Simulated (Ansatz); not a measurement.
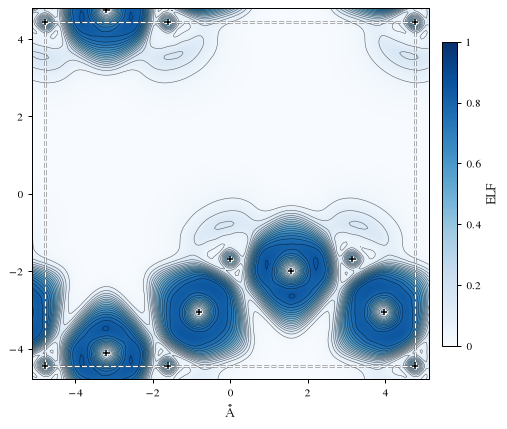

The ELF on a plane through atoms (crosses mark nuclei in the plane).

All numbers below come from Ansatz 0.2.0, DFT r2SCAN, scalar-relativistic, plane waves, PAW.

Candidates:
A. Al3GaN4, a = 4.40 Å, b = 4.40 Å, c = 4.40 Å, α = 90.00°, β = 90.00°, γ = 90.00°. Space group P-43m; a structure from a database of computed crystals, not necessarily the ambient phase.
B. SiO2, a = 5.25 Å, b = 9.55 Å, c = 8.88 Å, α = 90.00°, β = 90.00°, γ = 90.00°. Space group Imma; a structure from a database of computed crystals, not necessarily the ambient phase.

> Which system is this?

Candidate B: SiO2 on the (100) plane of the conventional cell, which holds Si and O. Si–O (1.61 Å): the ELF peaks at about 0.85 between the atoms: a polar covalent bond.
